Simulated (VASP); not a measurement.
```xyz
2
Lattice="3.8625 0.0000 0.0000 0.0000 3.8625 0.0000 0.0000 0.0000 3.9763" Properties=species:S:1:pos:R:3 pbc="T T T"
K     0.0000    0.0000    0.0000
Br    1.9313    1.9313    1.9881
```

Space group P4/mmm; a generated structure, not necessarily the stable one; changed on purpose from its base cell (biaxial xy strain -2.9%).

Computed with Kohn-Sham DFT of a periodic cell, r2SCAN, VASP PAW PBE potentials, recommended in VASP 6.6.1.

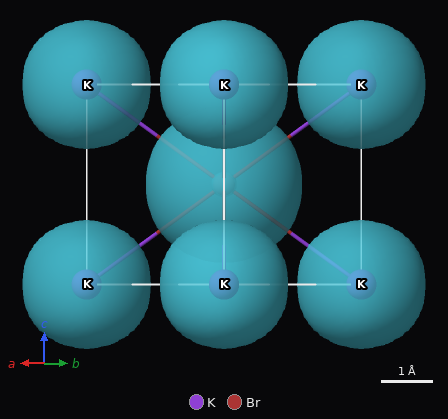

KBr. Isosurface of the valence charge density (pseudo) at 0.1 e/Å³ (cyan), seen along [110]. Sticks mark near contacts.

Core electrons are frozen (PAW), and the valence fields are smoothed inside the atomic spheres.

Which contacts does the surface bridge?

At this value the density breaks into separate islands; it holds about 90 % of the electrons treated as valence. It bridges none of the near contacts. It is pinched off along the shortest K–Br (3.38 Å) contacts. On the grid the lowest density along these lines, outside the cores, is 0.06 e/Å³ (K–Br, 3.38 Å).
